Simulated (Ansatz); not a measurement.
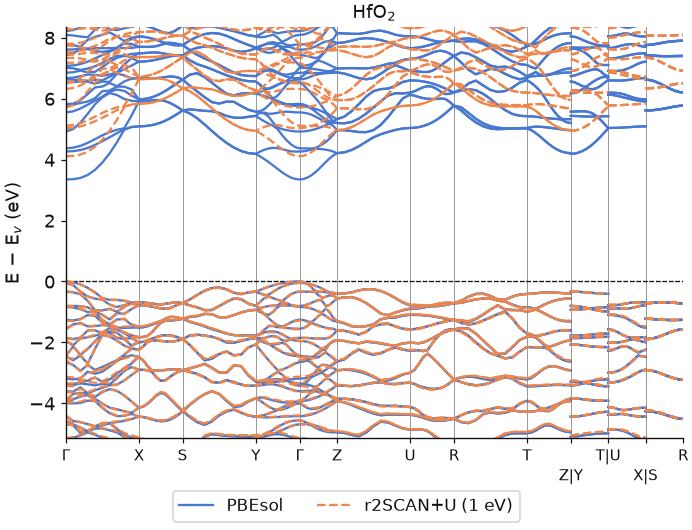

Band structures of HfO2, space group Pnma, 12 atoms in the cell (a = 5.56 Å, b = 3.33 Å, c = 6.50 Å, α = 90.00°, β = 90.00°, γ = 90.00°), by two methods on the same cell. Each is counted from its own valence-band top.

How do the methods compare?

Answer. PBEsol gives a gap of 3.35 eV along the path and r2SCAN+U (1 eV) gives a gap of 4.11 eV along the path. Over the top 3 filled bands the two differ by 0.01 eV on average.

Settings. PBEsol: Ansatz PAW, no spin polarisation, no spin-orbit coupling, 5×8×4 k mesh, 420 eV cutoff, Fermi-Dirac smearing of 0.05 eV (Ansatz 0.2.0). r2SCAN+U (1 eV): Hf d U = 1 eV, Ansatz PAW, no spin polarisation, no spin-orbit coupling, 5×8×4 k mesh, 500 eV cutoff, Fermi-Dirac smearing of 0.05 eV (Ansatz 0.2.0).

In reduced coordinates of the cell that was run, X is (0, −0.5, 0), S is (−0.5, −0.5, 0), Y is (−0.5, 0, 0), Z is (0, 0, −0.5), U is (0, −0.5, −0.5), R is (−0.5, −0.5, −0.5) and T is (−0.5, 0, −0.5). Bands are joined in order of energy. The cell is at −6 GPa in PBEsol and −2 GPa in r2SCAN+U (1 eV). Spin-orbit coupling is left out, which matters for Hf. The PAW data sets were made with another functional. The usual form of HfO2 is monoclinic. LDA, GGA and most meta-GGA functionals understate gaps.
